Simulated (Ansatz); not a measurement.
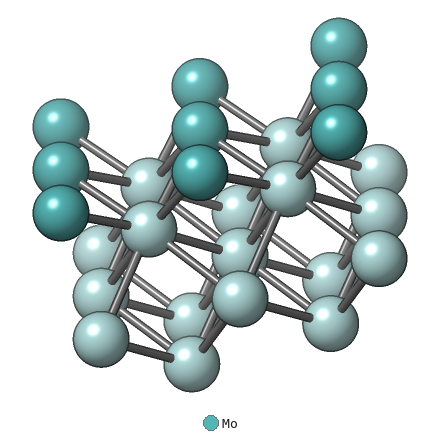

The system is S on a Mo(100) slab cut from the Im-3m phase, its upper half relaxed before the scan (16 atoms of substrate and one adsorbate in a 2 × 2 cell); the picture shows it without the atoms that are moved over the map. S is moved over the surface cell; relaxed at each place: the height of the adsorbate's atoms; substrate rigid; the origin of the map has the adsorbate above Mo13. Places are given modulo a cell vector. The map is drawn in real space over the plane of the surface. The scan uses an 8 × 8 grid; 15 points were computed and 49 follow by symmetry. Places are given in fractions of the 1 × 1 surface cell. Energies: eV, counted from the lowest grid point. Method: DFT PBE, scalar-relativistic, plane waves, PAW (Ansatz). Settings: cutoff 420 eV, k-mesh 4×4×1, gaussian smearing 0.1 eV, no spin polarisation.

Range: position of S17 along the first surface vector from 0.000 to 0.875; position of S17 along the second surface vector from 0.000 to 0.875.

**What will the energy surface look like?**

The lowest grid point is at a fourfold hollow over a second-layer Mo atom, (4/8, 4/8) of the cell vectors. It is the only kind of minimum in the scanned range. The highest grid point, the top site over a surface Mo atom, (0/8, 0/8) of the cell vectors, lies 2.27 eV above the lowest. On the interpolated surface the easiest way out of the lowest well to its copy in the next cell or period passes a barrier of about 1.4 eV. At the lowest point the adsorbate has 5 Mo at 2.52 Å as nearest neighbours, at the highest 1 Mo at 2.19 Å. Its relaxed height above the top atom is 1.15 Å at the lowest and 2.19 Å at the highest point.

| second ↓, first → | 0/8 | 1/8 | 2/8 | 3/8 | 4/8 | 5/8 | 6/8 | 7/8 |
| --- | --- | --- | --- | --- | --- | --- | --- | --- |
| 7/8 | 2.21 | 2.15 | 1.96 | 1.60 | 1.32 | 1.60 | 1.96 | 2.15 |
| 6/8 | 2.02 | 1.96 | 1.76 | 1.38 | 1.08 | 1.38 | 1.76 | 1.96 |
| 5/8 | 1.66 | 1.60 | 1.38 | 0.90 | 0.45 | 0.90 | 1.38 | 1.60 |
| 4/8 | 1.37 | 1.32 | 1.08 | 0.45 | 0.00 | 0.45 | 1.08 | 1.32 |
| 3/8 | 1.66 | 1.60 | 1.38 | 0.90 | 0.45 | 0.90 | 1.38 | 1.60 |
| 2/8 | 2.02 | 1.96 | 1.76 | 1.38 | 1.08 | 1.38 | 1.76 | 1.96 |
| 1/8 | 2.21 | 2.15 | 1.96 | 1.60 | 1.32 | 1.60 | 1.96 | 2.15 |
| 0/8 | 2.27 | 2.21 | 2.02 | 1.66 | 1.37 | 1.66 | 2.02 | 2.21 |

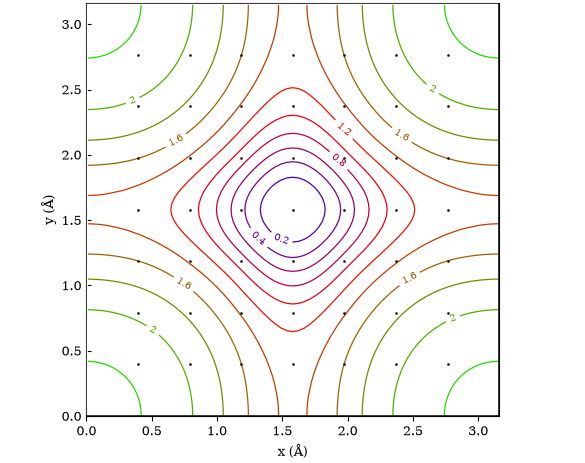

In the figure: contour lines labelled in eV, dots at the grid points, the outline of one cell of the plane. Between grid points the surface is interpolated.

Each point was launched as `ansatz run input.yaml --threads 4 --pin off --max-ram 12288MiB --backend cpu --events-out ev --progress --plain --runs-dir out`. The whole map (15 points run) took 16 min on 4 threads of Arm Neoverse V2, with other jobs on the host.

PAW datasets: the set soft_1.
